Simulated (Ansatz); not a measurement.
# Platinum, fcc: B3LYP after BLYP

Aim: see what exact exchange does to the levels, and what it costs. Spin polarisation is left out. The geometry was relaxed under BLYP beforehand and is kept. Exact exchange is dear, so the k-mesh is coarse, and BLYP is run on the same mesh for comparison.

Computed with Ansatz 0.2.0 (DFT, plane waves (420 eV) with PBE-made PAW files, scalar-relativistic; functionals as named at each step, unless a step says otherwise).

### Step 1. The structure to begin with

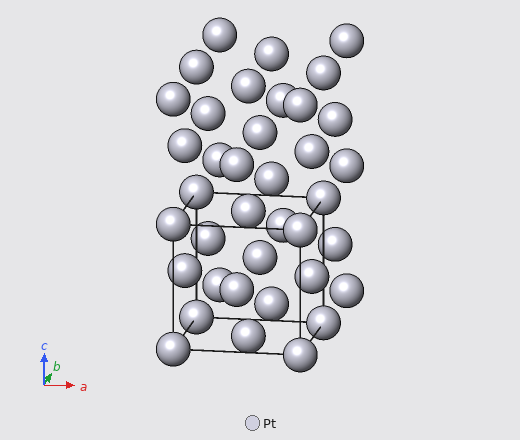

The structure, seen slightly off an axis (platinum light grey). 1×2×2 conventional cells are drawn; the run uses a primitive one. Any atoms on the faces are drawn again on the opposite ones.

Coordinates:

```cif
data_structure
_symmetry_space_group_name_H-M 'P 1'
_symmetry_Int_Tables_number 1
_cell_length_a 2.8661
_cell_length_b 2.8661
_cell_length_c 2.8661
_cell_angle_alpha 60.000
_cell_angle_beta 60.000
_cell_angle_gamma 60.000
_cell_volume 16.65
loop_
_atom_site_label
_atom_site_type_symbol
_atom_site_fract_x
_atom_site_fract_y
_atom_site_fract_z
_atom_site_occupancy
Pt1 Pt 0.00000 0.00000 0.00000 1
```

### Step 2. BLYP on the coarse mesh

The run with BLYP.

Input file input.yaml:

```yaml
crystal:
  lattice:
    - [0.0, 2.0266736667, 2.0266736667]
    - [2.0266736667, 0.0, 2.0266736667]
    - [2.0266736667, 2.0266736667, 0.0]
  atoms:
    - { symbol: Pt, position: [0.0, 0.0, 0.0] }
hamiltonian:
  xc: blyp
  pseudopotentials:
    kind: paw
    azcp:
      Pt: "pseudopotentials/Pt.paw.azcp"
basis:
  ecutwfc: 420
  fft_grid_basis: typed
kpoints:
  mp_grid: { grid: [7, 7, 7], shift: [0, 0, 0] }
magnetization:
  spin_polarized: false
scf:
  occupations: { method: fermi_dirac, width: 0.1 }
```

What it wrote:

```text
Warning: RAYON_NUM_THREADS=4 ignored (pool sized by the plan → 4); use --threads N
Engine: ansatz 0.2.0, x86_64-unknown-linux-gnu
Pseudopotentials: kind: paw
Pseudopotential: Pt, paw, valence charge 18, recommended cutoff 420 eV (normal), <dir>
Functional definition: BLYP
  parameter beta = 0.0042
  parameter a = 0.04918
  parameter b = 0.132
  parameter c = 0.2533
  parameter d = 0.349
  exchange = b88_x(beta = beta)
  correlation = lyp_c(a = a, b = b, c = c, d = d)
Crystal: 1 atoms, lattice volume = 16.649 Å³
Basis set: ecut = 420 eV, 331 PW (Γ), exchange–correlation on 40×40×40 points (8 copies of the dense FFT grid, shifted against one another)
Bands: 13, of which v1, the nominal top of the filled ones, is band 9 counted from 1 (8 counted from 0)
Symmetry: 48 space group operations
Space group: Fm-3m (ITA 225), of the structure as read, at distance tolerance 2.6e-5 Å
k-points: 20 of 343
Non-local potential: Pt, projectors of the file, l = 0: 3, l = 1: 2, l = 2: 2, l = 3: 1
PAW form: soft (Blöchl's): semilocal exchange-correlation on the pseudo side does not see the compensation charge
PAW frozen core: Pt, regenerated for the run's functional, and the local potential with it (the file was generated under x = pbe(κ = 0.804, μ = 0.2195149727645171), c = pbe(β = 0.06672455060314922))
PAW one-centre angular grid: Pt, 590 points (default); XC on 64 Gauss nodes
Initial density: superposition of atomic densities (neutral atoms: chi_scale 0, normalization atom), corrected by the library's trained network
Initial wavefunctions: pseudopotential atomic-orbital guess
Functional: x = b88, c = lyp
SCF iter   1: F=—  HF=-12549.075791 eV  |F-HF|=—  |Δ(HF+E_count)|=         —  Δρ=1.19e-2  dr2=2.55e-2  ethr=1.77e-3  ⟨swp⟩=5.0  Hψ=1389  notcnv=0
preconditioner: auto → none  [metal: Δε(μ)=0.045 eV  Ē_g=13.297 eV  σ=0.100 eV  W_gap=0.11  n_scr=8 (ndim 8)  ℏωp=28.8 eV  f_vac=0.000  D(μ)=2.09/eV (n_scr^D=26)  sad-step TF]
SCF iter   2: F=—  HF=-12549.070914 eV  |F-HF|=—  |Δ(HF+E_count)|=   4.88e-3  Δρ=5.84e-3  dr2=5.47e-3  ethr=1.41e-4  ⟨swp⟩=1.0  Hψ=420  notcnv=0
SCF iter   3: F=—  HF=-12549.070000 eV  |F-HF|=—  |Δ(HF+E_count)|=   9.14e-4  Δρ=9.69e-4  dr2=7.65e-5  ethr=3.04e-5  ⟨swp⟩=2.1  Hψ=343  notcnv=0
SCF iter   4: F=—  HF=-12549.070049 eV  |F-HF|=—  |Δ(HF+E_count)|=   4.92e-5  Δρ=6.99e-5  dr2=5.84e-7  ethr=4.25e-7  ⟨swp⟩=2.6  Hψ=413  notcnv=0
iter 5 did not close the SCF: its close was put off for the readings that it lacked (scf_convergence_deferred on its scf_iter line)
SCF iter   5: F=-12549.070049 eV  HF=-12549.070049 eV  |F-HF|=8.60e-10  |Δ(HF+E_count)|=   5.24e-8  Δρ=3.99e-6  dr2=1.04e-9  ethr=3.24e-9  ⟨swp⟩=2.3  Hψ=385  notcnv=0
SCF iter   6: F=-12549.070049 eV  HF=-12549.070049 eV  |F-HF|=2.78e-10  |Δ(HF+E_count)|=   2.18e-9  Δρ=1.53e-6  dr2=3.47e-10  ethr=5.79e-12  ⟨swp⟩=1.0  Hψ=792  notcnv=0
SCF 1 converged in 6 iterations: F = -12549.070049 eV  dr2 = 3.47e-10
SCF converged after 6 iterations
Free energy (F): -12549.070049 eV
Harris-Foulkes:  -12549.070049 eV  (|F-HF|=2.78e-10)
Internal energy: -12549.006268 eV  (E = F + TS)
E sigma→0 (E₀):  -12549.038159 eV
Entropy (-TS):   -0.063781 eV (-63.781 meV/atom)
Fermi energy:    21.059518 eV
--- Per-component energies (eV) ---
  E_band       = -162.724039
  E_kinetic    = 636.895044
  E_local      = -1594.726771  (includes V_loc(G=0)·N_el)
  E_nonlocal   = 198.706551
  E_hartree    = 589.879848
  E_xc         = -257.420495
  E_vxc        = -296.663593  (∫ρ·V_xc dr)
  E_paw        = -9483.845406  (= ΣΔE_a)
  E_vpaw       = -286.694260  (= ΣTr[D̂ρ^β])
  E_aug_tail   = 0.000198  (compensation charges beyond the density's cutoff)
  E_ewald      = -2638.634700
  E_core_change = 0.139463  (= ΣΔE_core)
  E_smearing   = -0.063781  (= −TS)
  E_closure    = 0.000000  (closes the sum)
  Σ components = -12549.070049   (vs F -12549.070049, Δ=0.00e0)
```

It took 0.29 s on 4 threads of an x86-64 CPU, shared host; peak memory 0.28 GiB.

### Step 3. B3LYP on the coarse mesh

The run with B3LYP.

Edit input.yaml of step 2 so:

```diff
@@ -8,3 +8,3 @@
 hamiltonian:
-  xc: blyp
+  xc: b3lyp
   pseudopotentials:
```

What it wrote:

```text
Warning: RAYON_NUM_THREADS=4 ignored (pool sized by the plan → 4); use --threads N
[... 3 set-up lines as earlier in the session ...]
Functional definition: B3LYP
  parameter a0 = 0.2
  parameter ax = 0.72
  parameter ac = 0.81
  exchange = (1 - a0 - ax)*slater_x + ax*b88_x + a0*exact_x
  correlation = (1 - ac)*vwn_rpa_c + ac*lyp_c
Crystal: 1 atoms, lattice volume = 16.649 Å³
Basis set: ecut = 420 eV, 331 PW (Γ), exchange–correlation on 40×40×40 points (8 copies of the dense FFT grid, shifted against one another)
Bands: 13, of which v1, the nominal top of the filled ones, is band 9 counted from 1 (8 counted from 0)
[... 2 set-up lines as earlier in the session ...]
k-points: 20 of 343
[... 6 set-up lines as earlier in the session ...]
Functional: x = 0.1 slater + 0.9 b88, c = 0.19 vwn_rpa + 0.81 lyp, warm-up for x = 0.08 slater + 0.72 b88 + 0.2 exact, c = 0.19 vwn_rpa + 0.81 lyp
SCF iter   1: F=—  HF=-12537.064119 eV  |F-HF|=—  |Δ(HF+E_count)|=         —  Δρ=9.32e-3  dr2=1.40e-2  ethr=1.77e-3  ⟨swp⟩=7.5  Hψ=1110  notcnv=0
preconditioner: auto → none  [metal: Δε(μ)=0.043 eV  Ē_g=13.280 eV  σ=0.100 eV  W_gap=0.11  n_scr=8 (ndim 8)  ℏωp=28.8 eV  f_vac=0.000  D(μ)=2.09/eV (n_scr^D=26)  sad-step TF]
SCF iter   2: F=—  HF=-12537.062068 eV  |F-HF|=—  |Δ(HF+E_count)|=   2.05e-3  Δρ=5.19e-3  dr2=3.73e-3  ethr=7.75e-5  ⟨swp⟩=2.1  Hψ=469  notcnv=0  defer=2
iter 3 solved again at ethr=3.02e-7 eV; its pass at ethr=2.07e-5 eV (dr2=5.44e-5 eV) is discarded
SCF iter   3: F=—  HF=-12537.061637 eV  |F-HF|=—  |Δ(HF+E_count)|=   4.31e-4  Δρ=6.37e-4  dr2=5.58e-5  ethr=3.02e-7  ⟨swp⟩=3.0  Hψ=1007  notcnv=0
SCF iter   4: F=—  HF=-12537.061652 eV  |F-HF|=—  |Δ(HF+E_count)|=   1.52e-5  Δρ=1.41e-4  dr2=2.66e-6  ethr=3.02e-7  ⟨swp⟩=3.0  Hψ=566  notcnv=0
SCF iter   5: F=—  HF=-12537.061652 eV  |F-HF|=—  |Δ(HF+E_count)|=   9.78e-8  Δρ=1.03e-5  dr2=9.09e-9  ethr=1.48e-8  ⟨swp⟩=3.0  Hψ=526  notcnv=0
SCF iter   6: F=-12537.061652 eV  HF=-12537.061652 eV  |F-HF|=6.18e-11  |Δ(HF+E_count)|=   6.78e-9  Δρ=7.31e-7  dr2=2.30e-11  ethr=5.05e-11  ⟨swp⟩=3.0  Hψ=617  notcnv=0
SCF 1 converged in 6 iterations: F = -12537.061652 eV  dr2 = 2.30e-11
Initial density: handed on by an earlier stage of this run
Initial wavefunctions: those handed on with the density
Functional: x = 0.08 slater + 0.72 b88 + 0.2 exact, c = 0.19 vwn_rpa + 0.81 lyp
Frozen-core exchange: fock
iter 1 solved again at ethr=4.83e-5 eV; its pass at ethr=1.00e-1 eV (dr2=8.69e-3 eV) is discarded
SCF iter   1: F=—  HF=-12536.526532 eV  |F-HF|=—  |Δ(HF+E_count)|=         —  Δρ=1.07e-2  dr2=1.63e-2  ethr=4.83e-5  ⟨swp⟩=3.7  Hψ=1058  notcnv=0
preconditioner: auto → none  [metal: Δε(μ)=0.200 eV  Ē_g=15.142 eV  σ=0.100 eV  W_gap=0.46  n_scr=8 (ndim 8)  ℏωp=28.8 eV  f_vac=0.000  D(μ)=1.02/eV (n_scr^D=14)]
SCF iter   2: F=—  HF=-12536.539394 eV  |F-HF|=—  |Δ(HF+E_count)|=   1.29e-2  Δρ=5.92e-3  dr2=4.42e-3  ethr=4.77e-5  ⟨swp⟩=3.0  Hψ=535  notcnv=0
SCF iter   3: F=—  HF=-12536.544555 eV  |F-HF|=—  |Δ(HF+E_count)|=   5.16e-3  Δρ=2.48e-3  dr2=9.27e-4  ethr=6.59e-6  ⟨swp⟩=2.1  Hψ=452  notcnv=0
SCF iter   4: F=-12536.545702 eV  HF=-12536.545709 eV  |F-HF|=6.95e-6  |Δ(HF+E_count)|=   1.15e-3  Δρ=4.01e-4  dr2=2.70e-5  ethr=1.59e-6  ⟨swp⟩=3.0  Hψ=547  notcnv=0
SCF 2 stopped early in 4 iterations: F = -12536.545702 eV  dr2 = 2.70e-5
hybrid outer 1: dexx = +3.150e-2 eV, tail = 7.40e-5 eV
Frozen-core exchange: fock
SCF iter   1: F=—  HF=-12536.546039 eV  |F-HF|=—  |Δ(HF+E_count)|=         —  Δρ=1.61e-4  dr2=2.48e-6  ethr=2.06e-6  ⟨swp⟩=4.2  Hψ=625  notcnv=0
preconditioner: auto → none  [insulator: Δε(μ)=0.599 eV  Ē_g=15.138 eV  σ=0.100 eV  W_gap=0.90  n_scr=8 (ndim 8)  ℏωp=28.8 eV  f_vac=0.000  D(μ)=0.25/eV (n_scr^D=0)]
SCF iter   2: F=—  HF=-12536.546045 eV  |F-HF|=—  |Δ(HF+E_count)|=   5.46e-6  Δρ=9.57e-5  dr2=2.74e-7  ethr=7.77e-9  ⟨swp⟩=3.0  Hψ=613  notcnv=0
SCF iter   3: F=-12536.546045 eV  HF=-12536.546045 eV  |F-HF|=1.53e-8  |Δ(HF+E_count)|=   1.97e-7  Δρ=3.57e-5  dr2=3.59e-8  ethr=1.26e-9  ⟨swp⟩=2.5  Hψ=473  notcnv=0  defer=2
SCF 3 converged in 3 iterations: F = -12536.546045 eV  dr2 = 3.59e-8
hybrid outer 2: dexx = +7.635e-6 eV, tail = 8.98e-8 eV, Δε = 2.30e-2 eV (about 8.63e-4 eV left of the loop's levels)
hybrid SCF converged: 2 outer / 7 inner (+6 warm-up), last move |dexx| = 7.64e-6 eV, tail = 8.98e-8 eV
Stability not checked: this state was not tested for a lower state beside it, because the functional holds exact exchange (a hybrid, or Hartree-Fock), whose exchange loop this test does not read (fock_operator; see scf.lower_state_search)
Free energy (F): -12536.546045 eV
Frozen-core exchange: fock
Harris-Foulkes:  -12536.546045 eV  (|F-HF|=1.53e-8)
Internal energy: -12536.534494 eV  (E = F + TS)
E sigma→0 (E₀):  -12536.540270 eV
Entropy (-TS):   -0.011551 eV (-11.551 meV/atom)
Fermi energy:    20.331124 eV
--- Per-component energies (eV) ---
  E_band       = -204.704662
  E_kinetic    = 637.005113
  E_local      = -1596.856275  (includes V_loc(G=0)·N_el)
  E_nonlocal   = 201.129863
  E_hartree    = 590.668303
  E_xc         = -212.094665
  E_vxc        = -243.763825  (∫ρ·V_xc dr)
  E_exx        = -56.732776  (= α·E_x^exact, valence–valence)
  E_paw        = -9459.525879  (= ΣΔE_a)
  E_vpaw       = -270.094412  (= ΣTr[D̂ρ^β])
  E_aug_tail   = 0.000199  (compensation charges beyond the density's cutoff)
  E_ewald      = -2638.634700
  E_core_change = -1.493676  (= ΣΔE_core)
  E_smearing   = -0.011551  (= −TS)
  E_closure    = 0.000000  (closes the sum)
  Σ components = -12536.546045   (vs F -12536.546045, Δ=0.00e0)
--- Band table (eV; the first three rows and the last of 20) ---
  k-point 0: bands = ["-81.4426", "-34.3948", "-34.3948", "-34.3948", "10.4317", "16.3318", "16.3318", "16.3318", "18.1178", "18.1178", "36.6877"]
  k-point 1: bands = ["-81.4385", "-34.4707", "-34.4082", "-34.4082", "11.2246", "16.0994", "16.5847", "16.5847", "18.0489", "18.0489", "37.5866"]
  k-point 2: bands = ["-81.4282", "-34.6374", "-34.4368", "-34.4368", "12.7785", "16.5524", "16.5643", "16.5643", "18.7252", "18.7252", "33.2594"]
  k-point 19: bands = ["-81.4116", "-34.6800", "-34.6577", "-34.5391", "14.5794", "15.2591", "16.3453", "18.0381", "20.6723", "26.9259", "29.0891"]
  guard bands above this table: 2 of the run's 13 bands. The solve was not asked for them (output.publish_guard_bands: true or output.eigenvalues: true publishes all)
```

Wall time 2.9 s (4 threads of an x86-64 CPU, shared host); peak memory 0.77 GiB.

### Step 4. Side by side

```csv
functional,gap on the mesh,Fermi energy (eV),SCF cycles,exchange loops,CPU time
BLYP,none (levels filled in part),21.060,6,-,0.42 s
B3LYP,none (levels filled in part),20.331,13,2,7.2 s
```

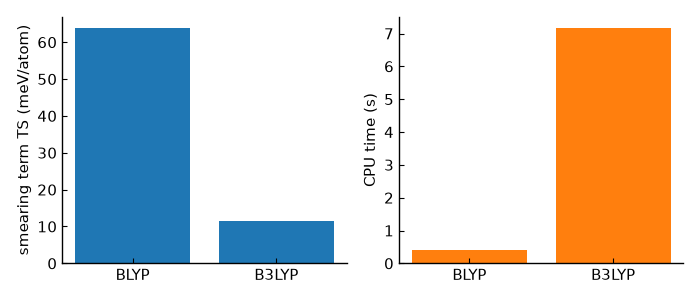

Smearing term and CPU time by functional.

### Step 5. What came out

| quantity | value |
| --- | --- |
| BLYP: gap | none (levels filled in part) |
| B3LYP: gap | none (levels filled in part) |
| B3LYP: SCF cycles, exchange loops | 13, 2 |
| B3LYP: CPU time over that of BLYP | 17 |

Both BLYP and B3LYP leave levels filled in part. The hybrid took 17 times as much CPU time as BLYP on the same settings. The exchange operator of B3LYP was renewed in 2 outer loops. The cell taken over is 10 % larger than the measured one (15.10 Å³/atom, COD), which weighs on all values here. The total energies in the logs cannot be compared from one functional to another.
